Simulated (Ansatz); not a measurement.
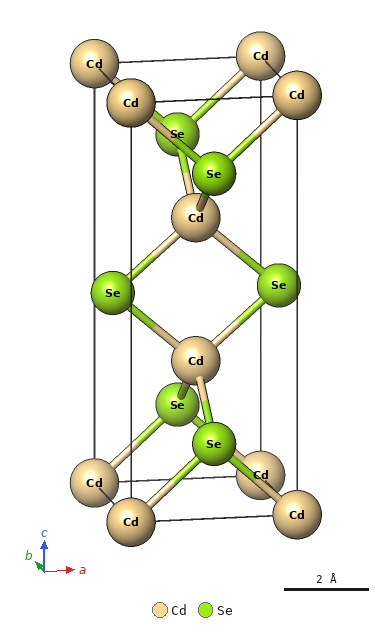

The image is a ball-and-stick drawing of a crystal, viewed slightly off an axis. The conventional unit cell is drawn as a box. Cell: a = 4.08 Å, b = 4.36 Å, c = 10.34 Å, α = 90.00°, β = 90.00°, γ = 90.00°.

It derives from a structure type filled with these elements by a generator (whether the compound takes this form wasn't checked). Earlier steps of the study may have refined or changed the cell and positions. A calculation with Ansatz used it as input.

### Summary of the structure:

The compound is CdSe. The atoms follow space group Pmmm (No. 47); the Bravais lattice is primitive orthorhombic. In the cell are 3 Cd, 3 Se, which makes 3 formula units. The neighbours of Cd are four Se at about 2.7 Å. Around each Se lie four Cd at about 2.7 Å. The bonds build a three-dimensional framework.

Electronic-structure method: DFT PBE, scalar-relativistic, plane waves, PAW (Ansatz). Parameters: plane-wave cutoff 420 eV, a 10×10×4 grid in reciprocal space, Gaussian smearing of 0.1 eV, no spin polarisation.

### Metal or not?

A metal: bands cross the Fermi level.

### What are the atomic charges by Bader's partition?

Cd +0.74 e; Se -0.80 to -0.71 e.

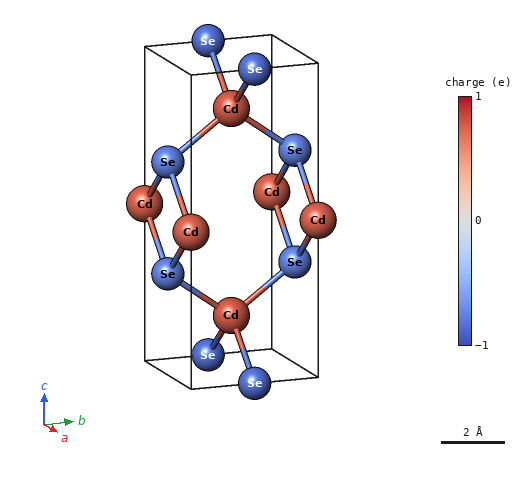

The atoms coloured by those charges. The run's cell of 6 atoms is drawn, so axes and origin can differ from the first picture.

### Is this an equilibrium geometry for the method given?

Yes. All forces vanish to within 0.01 eV/Å. The pressure is 0.0 GPa, close to zero.
